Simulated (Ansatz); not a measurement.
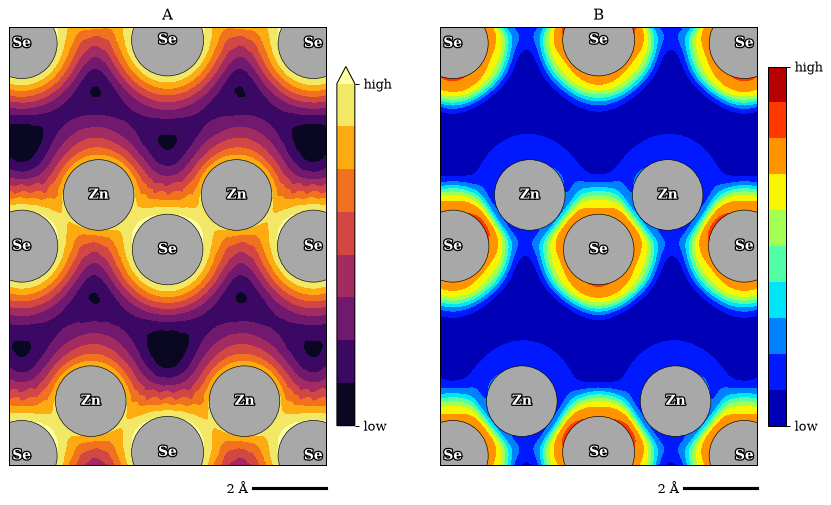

Zn7Se8 (cell charge −2, with a compensating background) (cell with a defect): 2 fields on the (11̄0) plane of the calculation cell, with unlabelled colour scales. Grey discs cover the atomic cores.

Method: DFT PBEsol, scalar-relativistic, plane waves, PAW (Ansatz 0.2.0).

```cif
data_structure
_symmetry_space_group_name_H-M 'P 1'
_symmetry_Int_Tables_number 1
_cell_length_a 7.9666
_cell_length_b 7.9666
_cell_length_c 7.9666
_cell_angle_alpha 60.000
_cell_angle_beta 60.000
_cell_angle_gamma 60.000
_cell_volume 357.53
loop_
_atom_site_label
_atom_site_type_symbol
_atom_site_fract_x
_atom_site_fract_y
_atom_site_fract_z
_atom_site_occupancy
Zn1 Zn 0.48643 0.51357 0.98643 1
Zn2 Zn 0.01357 0.51357 0.98643 1
Zn3 Zn 0.01357 0.98643 0.98643 1
Zn4 Zn 0.48643 0.51357 0.51357 1
Zn5 Zn 0.48643 0.98643 0.51357 1
Zn6 Zn 0.00000 0.50000 0.50000 1
Zn7 Zn 0.01357 0.98643 0.51357 1
Se1 Se 0.37803 0.37399 0.37399 1
Se2 Se 0.38219 0.88219 0.35343 1
Se3 Se 0.87399 0.37399 0.37399 1
Se4 Se 0.87399 0.87803 0.37399 1
Se5 Se 0.38219 0.35343 0.88219 1
Se6 Se 0.38219 0.88219 0.88219 1
Se7 Se 0.87399 0.37399 0.87803 1
Se8 Se 0.85343 0.88219 0.88219 1
```

Question: Match the panels to the quantities (electron localisation function and valence pseudo-density).

Answer: Panel A: valence pseudo-density. Panel B: electron localisation function. From the grid: Zn–Se (2.41 Å): ρ at the midpoint is about 0.51 e/Å³; the ELF is about 0.60 at the midpoint. Zn–Se (2.53 Å): the density is about 0.41 e/Å³ at the midpoint; the ELF is about 0.60 at the midpoint.
